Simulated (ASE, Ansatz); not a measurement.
# Forces and charges in generalised stacking fault on (110) of a LiCl-LiBr solid solution (56 atoms)

Wanted: forces, charges and levels of generalised stacking fault on (110) of a LiCl-LiBr solid solution (56 atoms).

Main program and level: Ansatz 0.2.0; Kohn-Sham DFT, PBE, PAW (set soft_2), plane waves.

**1. The structure**

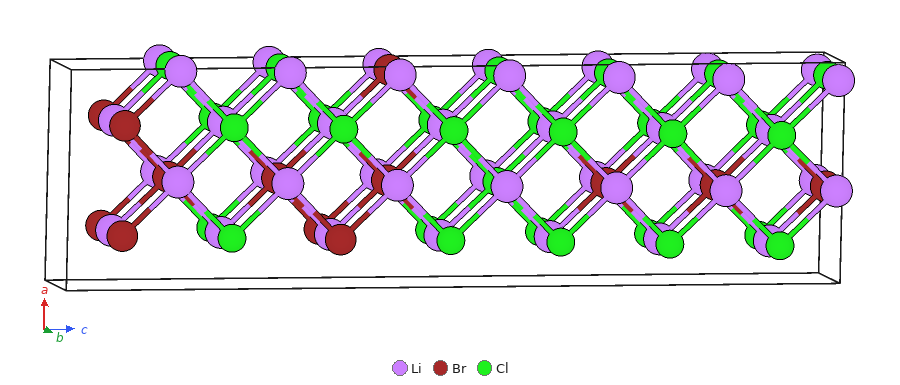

The starting structure, seen from the side, with the c axis across the page (lithium purple, bromine red, chlorine green). Some periodic images of atoms are drawn too.

The cell holds 56 atoms: 28 Li, 10 Br and 18 Cl. Its edges and angles: a = 7.448 Å, b = 5.266 Å, c = 26.274 Å, α = 90.0°, β = 88.6°, γ = 90.0°. It derives from LiCl and LiBr. Rock-salt LiCl lattice (a = 5.2663 Å, the value set for the mixture), cell with z along [110], 2 x 1 x 7 periods; the third cell vector is tilted by 0.167 of 1/2[1-10] and lengthened by 0.2 Å, so the cell holds one fault; displaced by a Gaussian of 0.01 Å; 10 of 28 Cl sites given to Br at random (lattice constant by Vegard's rule between LiCl and LiBr).

Before any run, some limits are plain. The cell is under 6 Å thick along one periodic direction, so every atom has periodic images of itself close by, which move with it and show among its neighbours and in g(r). The host structure and its lattice constant were typed by rule, without a check against the phase diagram.

**2. Plane-wave single point**

One self-consistent run at the given positions yields energy and forces.

The input, input.yaml:

```yaml
crystal:
  lattice:
    - [7.44767, 0.0, 0.0]
    - [0.0, 5.2663, 0.0]
    - [0.62061, 0.0, 26.26686]
  atoms:
    - { symbol: Li, position: [0.91913, 0.00218, 0.992] }
    - { symbol: Br, position: [0.74396, 0.0014, 0.07085] }
    - { symbol: Li, position: [0.98858, 0.99891, 0.14148] }
    - { symbol: Cl, position: [0.73115, 0.00223, 0.21221] }
    - { symbol: Li, position: [0.97731, 0.00101, 0.28303] }
    - { symbol: Cl, position: [0.71965, 0.00063, 0.35393] }
    - { symbol: Li, position: [0.96319, 0.00064, 0.42515] }
    - { symbol: Cl, position: [0.70866, 0.00185, 0.49638] }
    - { symbol: Li, position: [0.95476, 0.00041, 0.56668] }
    - { symbol: Cl, position: [0.69796, 0.00094, 0.63754] }
    - { symbol: Li, position: [0.94229, 0.00077, 0.70841] }
    - { symbol: Cl, position: [0.68522, 0.99799, 0.77951] }
    - { symbol: Li, position: [0.92848, 0.9998, 0.85007] }
    - { symbol: Cl, position: [0.67311, 0.00101, 0.92026] }
    - { symbol: Li, position: [0.41905, 0.00418, 0.99257] }
    - { symbol: Br, position: [0.24501, 0.00428, 0.07067] }
    - { symbol: Li, position: [0.48706, 0.00107, 0.14098] }
    - { symbol: Cl, position: [0.23064, 0.00244, 0.2126] }
    - { symbol: Li, position: [0.4756, 0.00086, 0.28323] }
    - { symbol: Br, position: [0.21936, 0.99656, 0.35332] }
    - { symbol: Li, position: [0.46327, 0.00205, 0.42486] }
    - { symbol: Cl, position: [0.21028, 0.99816, 0.49573] }
    - { symbol: Li, position: [0.45313, 0.00032, 0.5666] }
    - { symbol: Cl, position: [0.19905, 0.00087, 0.63782] }
    - { symbol: Li, position: [0.44225, 0.99943, 0.70851] }
    - { symbol: Cl, position: [0.1851, 0.99911, 0.77891] }
    - { symbol: Li, position: [0.42498, 0.99848, 0.84995] }
    - { symbol: Cl, position: [0.173, 0.99613, 0.92143] }
    - { symbol: Li, position: [0.24698, 0.5052, 0.07052] }
    - { symbol: Cl, position: [0.99108, 0.4995, 0.14101] }
    - { symbol: Li, position: [0.23274, 0.5011, 0.2122] }
    - { symbol: Cl, position: [0.97645, 0.50118, 0.28328] }
    - { symbol: Li, position: [0.21919, 0.49792, 0.35374] }
    - { symbol: Br, position: [0.96186, 0.49807, 0.42484] }
    - { symbol: Li, position: [0.21056, 0.49838, 0.49532] }
    - { symbol: Cl, position: [0.95245, 0.49676, 0.56652] }
    - { symbol: Li, position: [0.20016, 0.49957, 0.63784] }
    - { symbol: Cl, position: [0.93956, 0.50368, 0.70815] }
    - { symbol: Li, position: [0.18515, 0.50033, 0.77933] }
    - { symbol: Cl, position: [0.9301, 0.49983, 0.85063] }
    - { symbol: Li, position: [0.17163, 0.50126, 0.92124] }
    - { symbol: Cl, position: [0.91889, 0.50093, 0.99157] }
    - { symbol: Li, position: [0.74525, 0.50282, 0.07082] }
    - { symbol: Br, position: [0.4874, 0.50002, 0.14193] }
    - { symbol: Li, position: [0.73225, 0.49862, 0.21185] }
    - { symbol: Br, position: [0.47661, 0.50284, 0.28276] }
    - { symbol: Li, position: [0.72169, 0.49897, 0.3542] }
    - { symbol: Br, position: [0.46273, 0.50279, 0.42484] }
    - { symbol: Li, position: [0.7094, 0.49823, 0.49621] }
    - { symbol: Cl, position: [0.45154, 0.49874, 0.56729] }
    - { symbol: Li, position: [0.69686, 0.49871, 0.6377] }
    - { symbol: Br, position: [0.44079, 0.49958, 0.70849] }
    - { symbol: Li, position: [0.68492, 0.50001, 0.77954] }
    - { symbol: Br, position: [0.4269, 0.50152, 0.85002] }
    - { symbol: Li, position: [0.67217, 0.49745, 0.92088] }
    - { symbol: Br, position: [0.41647, 0.50399, 0.99235] }
kpoints:
  mp_grid: { grid: [2, 3, 1] }
hamiltonian:
  xc: pbe
scf:
  occupations: { method: gaussian, width: 0.025 }
output:
  forces: true
  stress: true
  populations: true
  dos:
    method: { smearing: { sigma: 0.08 } }
    de: 0.1
    projected: { site_lists: { Br: [Br], Cl: [Cl], Li: [Li] } }
  eigenvalues: true
  write_density: true
  write_potential: true
  volumetric_format: npy
```

The run is started by

```
> ansatz run input.yaml --threads 8 --pin off --max-ram 15872MiB --backend cpu --events-out ev --progress --plain --runs-dir out
```

Numbers of over 12 decimals in the logs are rounded to 6 here.

What it wrote:

```text
Engine: ansatz 0.2.0, aarch64-unknown-linux-gnu
Pseudopotentials: kind: paw
Pseudopotential: Li, paw, valence charge 3, recommended cutoff 420 eV (normal), Li.paw.azcp
Pseudopotential: Br, paw, valence charge 7, recommended cutoff 420 eV (normal), Br.paw.azcp
Pseudopotential: Cl, paw, valence charge 7, recommended cutoff 420 eV (normal), Cl.paw.azcp
[... 5 lines on functional and potentials left out ...]
Crystal: 56 atoms, lattice volume = 1030.230 Å³
Basis set: ecut = 420 eV, 20159 PW (Γ), exchange–correlation on 100×72×360 points (8 copies of the dense FFT grid, shifted against one another)
Bands: 196, of which v1, the nominal top of the filled ones, is band 140 counted from 1 (139 counted from 0)
Symmetry: 1 space group operations
Space group: P1 (ITA 1), of the structure as read, at distance tolerance 1.0e-4 Å
k-points: 4 of 6 (time reversal used)
[... 7 lines on functional and potentials left out ...]
Initial density: superposition of atomic densities (neutral atoms: chi_scale 0, normalization atom), corrected by the library's trained network
Initial wavefunctions: pseudopotential atomic-orbital guess
Functional: x = pbe(κ = 0.804, μ = 0.219515), c = pbe(β = 0.066725)
SCF iter   1: F=—  HF=-53089.477336 eV  |F-HF|=—  |Δ(HF+E_count)|=         —  Δρ=3.01e-4  dr2=3.72e-3  ethr=1.77e-3  ⟨swp⟩=9.0  Hψ=3926  notcnv=0  defer=111
preconditioner: auto → Resta (q_TF=auto, 2.196 Å⁻¹)  ε∞=2.9  [insulator: Δε(μ)=5.410 eV  Ē_g=12.493 eV  σ=0.025 eV  W_gap=1.00  n_scr=182 (ndim 8)  ℏωp=17.3 eV  f_vac=0.000  D(μ)=0.00/eV (n_scr^D=0)  ε∞_Penn≈2.9]
SCF iter   2: F=—  HF=-53089.472434 eV  |F-HF|=—  |Δ(HF+E_count)|=   4.90e-3  Δρ=2.73e-4  dr2=2.25e-3  ethr=1.33e-6  ⟨swp⟩=3.5  Hψ=1756  notcnv=0  defer=169
SCF iter   3: F=—  HF=-53089.471629 eV  |F-HF|=—  |Δ(HF+E_count)|=   8.05e-4  Δρ=1.03e-4  dr2=5.56e-4  ethr=8.04e-7  ⟨swp⟩=2.0  Hψ=920  notcnv=0  defer=169
SCF iter   4: F=—  HF=-53089.471518 eV  |F-HF|=—  |Δ(HF+E_count)|=   1.11e-4  Δρ=4.87e-5  dr2=7.23e-5  ethr=1.98e-7  ⟨swp⟩=2.0  Hψ=940  notcnv=0  defer=169
SCF iter   5: F=—  HF=-53089.471016 eV  |F-HF|=—  |Δ(HF+E_count)|=   5.02e-4  Δρ=2.65e-5  dr2=1.15e-5  ethr=2.58e-8  ⟨swp⟩=2.0  Hψ=1293  notcnv=0  defer=195
SCF iter   6: F=—  HF=-53089.471014 eV  |F-HF|=—  |Δ(HF+E_count)|=   2.34e-6  Δρ=5.55e-6  dr2=6.20e-7  ethr=4.10e-9  ⟨swp⟩=2.0  Hψ=1050  notcnv=0  defer=197
SCF iter   7: F=-53089.471014 eV  HF=-53089.471014 eV  |F-HF|=1.49e-8  |Δ(HF+E_count)|=   1.15e-7  Δρ=1.53e-6  dr2=3.98e-8  ethr=3.57e-11  ⟨swp⟩=25.0  Hψ=8275  notcnv=0
SCF 1 converged in 7 iterations: F = -53089.471014 eV  dr2 = 3.98e-8
  greatest PAW one-centre occupation: 1.000 electrons in one spin orbital (limit 2), on the Li atom at site 28 (counted from 0), in its partial waves of l = 0
SCF converged after 7 iterations
Free energy (F): -53089.471014 eV
Harris-Foulkes:  -53089.471014 eV  (|F-HF|=1.49e-8)
Internal energy: -53089.471014 eV  (E = F + TS)
E sigma→0 (E₀):  -53089.471014 eV
Fermi energy:    4.772838 eV
--- Per-component energies (eV) ---
  E_band       = -2894.303002
  E_kinetic    = 4865.160009
  E_local      = -9134.140431  (includes V_loc(G=0)·N_el)
  E_nonlocal   = 287.366021
  E_hartree    = 2577.265141
  E_xc         = -4896.682354
  E_vxc        = -3649.043305  (∫ρ·V_xc dr)
  E_paw        = -34923.319755  (= ΣΔE_a)
  E_vpaw       = -418.171287  (= ΣTr[D̂ρ^β])
  E_aug_tail   = 0.002039  (compensation charges beyond the density's cutoff)
  E_ewald      = -11865.121685
  E_smearing   = -0.000000  (= −TS)
  E_closure    = 0.000000  (closes the sum)
  Σ components = -53089.471014   (vs F -53089.471014, Δ=0.00e0)
--- Forces (eV/Å), atoms counted from 1 ---
  atom   1  Li     0.16879037    -0.00330792    -0.46668662
  atom   2  Br    -0.25148714    -0.00387425     0.09503283
  atom   3  Li    -0.00905753     0.00761623     0.20748190
  atom   4  Cl     0.08182901    -0.01455386     0.02074103
  atom   5  Li    -0.14651754    -0.00045055    -0.14236788
  atom   6  Cl     0.02476243     0.00774963    -0.00914283
  atom   7  Li    -0.11907663    -0.01883908     0.11241110
  atom   8  Cl    -0.00407525    -0.02836431     0.02809637
  atom   9  Li    -0.01294897     0.00018513     0.01464823
  atom  10  Cl     0.02694218    -0.01293480    -0.02211378
  atom  11  Li    -0.01286289    -0.00487563    -0.01081307
  atom  12  Cl     0.05837893     0.03283013    -0.00565870
  atom  13  Li    -0.00766099    -0.00192944     0.00542486
  atom  14  Cl     0.04284897     0.01021659     0.10979194
[...]
atom  55  Li     0.26652809     0.00737075     0.04958522
  atom  56  Br     0.43163848    -0.03166343    -0.31195389
  max |Σ_I F_I| component: 1.66e-4 eV/Å
--- Stress (GPa, compression-positive) ---
        0.637764      -0.003081      -0.294638
       -0.003081       0.407147       0.000717
       -0.294638       0.000717       0.461187
  P = ⅓ Tr σ = 0.5020 GPa (5.020 kbar)
--- Band table (eV) ---
  k-point 0: bands = ["-42.1152", "-42.1131", "-42.1109", "-42.1069", [... 180 levels ...], "11.0130", "11.2385", "11.2552", "11.2613", "11.2772", "11.2942", "11.3857", "11.3943", "11.3983", "11.4257", "11.4913", "11.5336"]
[...]
--- Löwdin populations: 56 sites ---
  site symbol       q [e]
     0     Li      2.3283
     1     Br      7.5517
     2     Li      2.3399
[...]
55     Br      7.5519
  spilling = 0.006204 (of n_electrons = 280.000000)
```

The job ended after 24 s (8 threads of Arm Neoverse V2, shared host; peak memory 3 GiB).

Read from the output:

* free energy: -53089.4710 eV
* free energy per atom: -948.0263 eV/atom
* SCF cycles: 7
* pressure: 0.502 GPa
* r.m.s. force component: 0.1221 eV/Å
* longest force: 0.5362 eV/Å
* Fermi energy: 4.773 eV
* gap (highest filled to lowest empty level): 5.463 eV
* spilling of the projection: 0.006204

Neighbours are counted within 2.98 Å (Li-Cl), 2.98 Å (Li-Br).

Length of the force by element and coordination:

| element | coordination | atoms | mean length of the force (eV/Å) | spread | least | most |
| --- | --- | --- | --- | --- | --- | --- |
| Br | all | 10 | 0.182 | 0.179 | 0.024 | 0.533 |
| Br | 5 | 3 | 0.436 | 0.118 | 0.269 | 0.533 |
| Br | 6 | 7 | 0.0737 | 0.0271 | 0.024 | 0.111 |
| Cl | all | 18 | 0.0708 | 0.0311 | 0.0275 | 0.154 |
| Cl | 5 | 1 | 0.154 | 0 | 0.154 | 0.154 |
| Cl | 6 | 17 | 0.0659 | 0.0244 | 0.0275 | 0.118 |
| Li | all | 28 | 0.207 | 0.138 | 0.0096 | 0.536 |
| Li | 5 | 4 | 0.425 | 0.161 | 0.148 | 0.536 |
| Li | 6 | 24 | 0.171 | 0.0942 | 0.0096 | 0.278 |

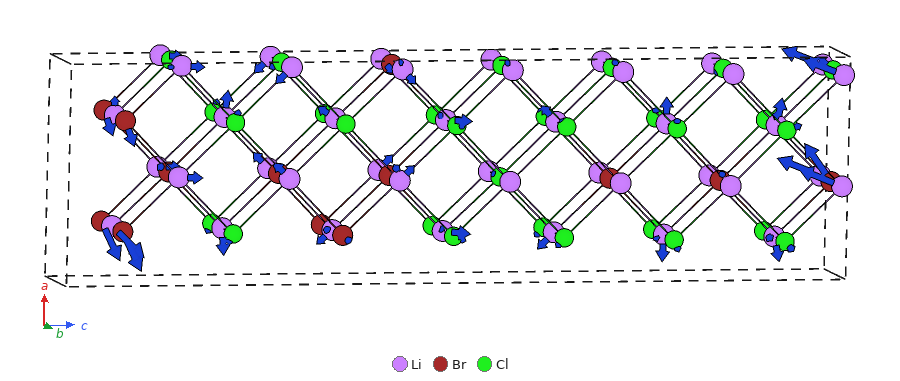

Forces as arrows; the longest in the cell is 0.536 eV/Å. Some periodic images of atoms are drawn too.

Löwdin charges by element and coordination (they lack the spilled electrons, 0.031 e an atom on average):

| element | coordination | atoms | mean charge (e) | spread | least | most |
| --- | --- | --- | --- | --- | --- | --- |
| Br | all | 10 | -0.546 | 0.0042 | -0.554 | -0.542 |
| Br | 5 | 3 | -0.553 | 0.0011 | -0.554 | -0.552 |
| Br | 6 | 7 | -0.544 | 0.0012 | -0.546 | -0.542 |
| Cl | all | 18 | -0.629 | 0.002 | -0.635 | -0.626 |
| Cl | 5 | 1 | -0.635 | 0 | -0.635 | -0.635 |
| Cl | 6 | 17 | -0.629 | 0.0014 | -0.632 | -0.626 |
| Li | all | 28 | 0.661 | 0.0145 | 0.628 | 0.686 |
| Li | 5 | 4 | 0.653 | 0.0115 | 0.641 | 0.672 |
| Li | 6 | 24 | 0.663 | 0.0144 | 0.628 | 0.686 |

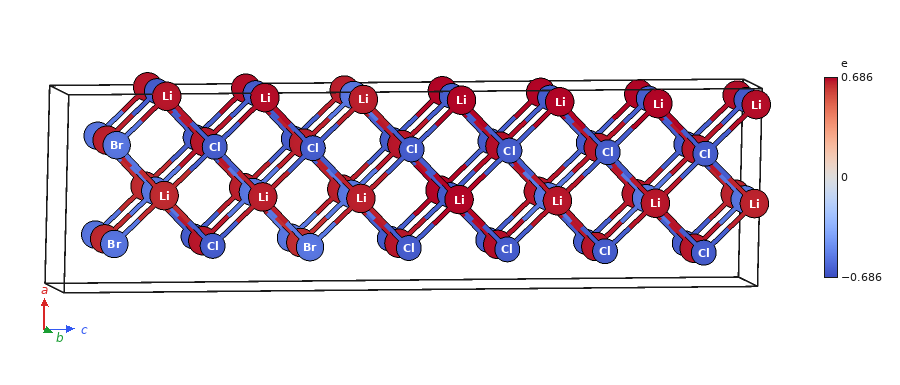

Atoms coloured by Löwdin charge. Some periodic images of atoms are drawn too.

States in the cell by windows of 1 eV, zero at the Fermi level; the larger projections on atomic orbitals stand beside the total:

| from (eV) | to (eV) | total | Cl p | Br p | Li s |
| --- | --- | --- | --- | --- | --- |
| -14 | -6 | 0.0 | 0.0 | 0.0 | 0.0 |
| -6 | -5 | 42.4 | 24.3 | 14.1 | 3.4 |
| -5 | -4 | 49.6 | 33.8 | 13.1 | 1.6 |
| -4 | -3 | 70.2 | 43.5 | 25.6 | 0.3 |
| -3 | -2 | 5.8 | 1.7 | 4.1 | 0.0 |
| -2 | 2 | 0.0 | 0.0 | 0.0 | 0.0 |
| 2 | 3 | 0.3 | 0.0 | 0.0 | 0.2 |
| 3 | 4 | 9.6 | 0.3 | 0.2 | 3.3 |
| 4 | 5 | 35.0 | 0.8 | 0.5 | 12.9 |

The curve was stored every 0.100 eV, coarse against its broadening of 0.08 eV, so these counts are rough.

Between -26 and -14 eV lie 56 more states.

The stored curve holds about 224 of the 280 electrons; the rest, give or take the few that broadening carries across the Fermi level, lie in deeper levels below its range.

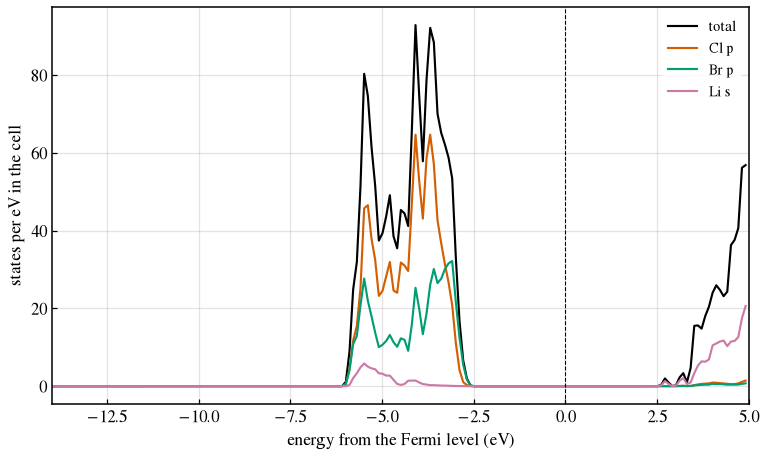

Total and projected density of states, with the broadening of the input.

The levels nearest the highest filled one (over half full), pooled over k-points and spins:

| level less the highest filled one (eV) | occupation |
| --- | --- |
| -0.212 | 2 |
| -0.201 | 2 |
| -0.166 | 2 |
| -0.123 | 2 |
| -0.0959 | 2 |
| 0 | 2 |
| 5.46 | 0 |
| 5.88 | 0 |
| 5.95 | 0 |
| 6.21 | 0 |
| 6.24 | 0 |
| 6.28 | 0 |

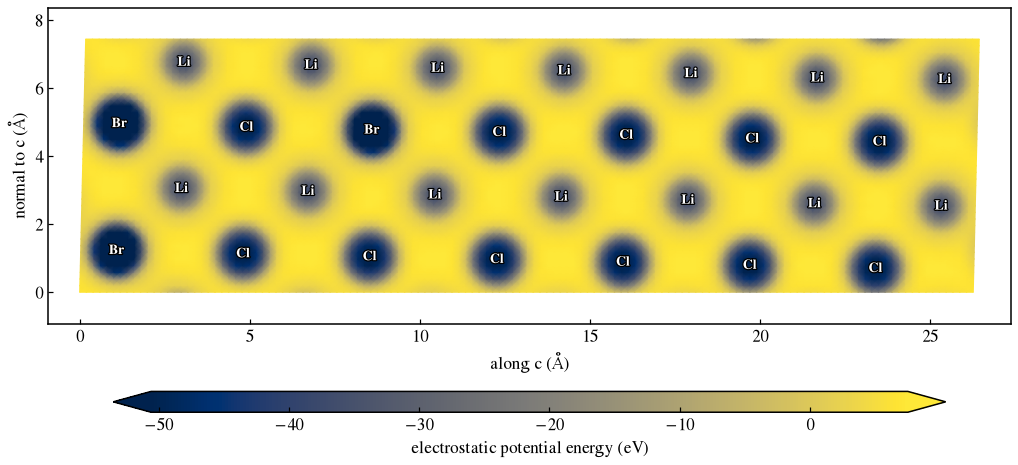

Electrostatic potential energy in the ca plane at fractional y = 0.000, with atoms of Li and Br and Cl within 0.2 Å of it. With pseudopotentials it is smooth inside the atoms' cores, unlike the true potential. The map starts off the cell's origin, so that atoms lie inside it.

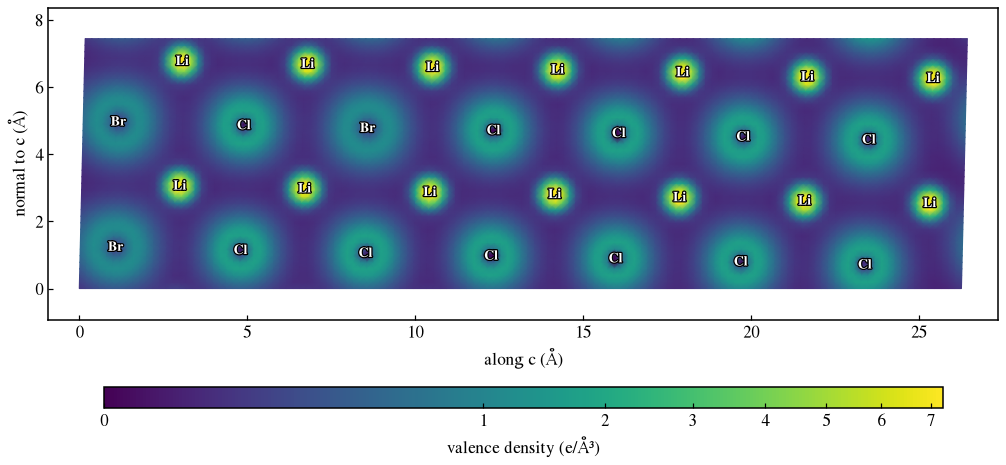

Valence density in the ca plane at fractional y = 0.000, with atoms of Li and Br and Cl within 0.2 Å of it. It is the smooth field of the valence electrons, not physical close to the nuclei. The map starts off the cell's origin, so that atoms lie inside it. The colour scale is stretched toward low values.

Mean Löwdin charges: Br -0.55, Cl -0.63, Li +0.66 e (they miss 0.62 % of the electrons, so they add up to more than the cell's charge).

[end of part 1 of 2]

[Logs are printed without paths, hosts, clocks, repeated set-up lines and the standing remarks that a program may print on its own settings, such as how far it seeks lower states.]

[Hosts, paths, dates, database ids (printed as entryN), source tags and the programs' standing remarks are cut or masked in the printed files.]
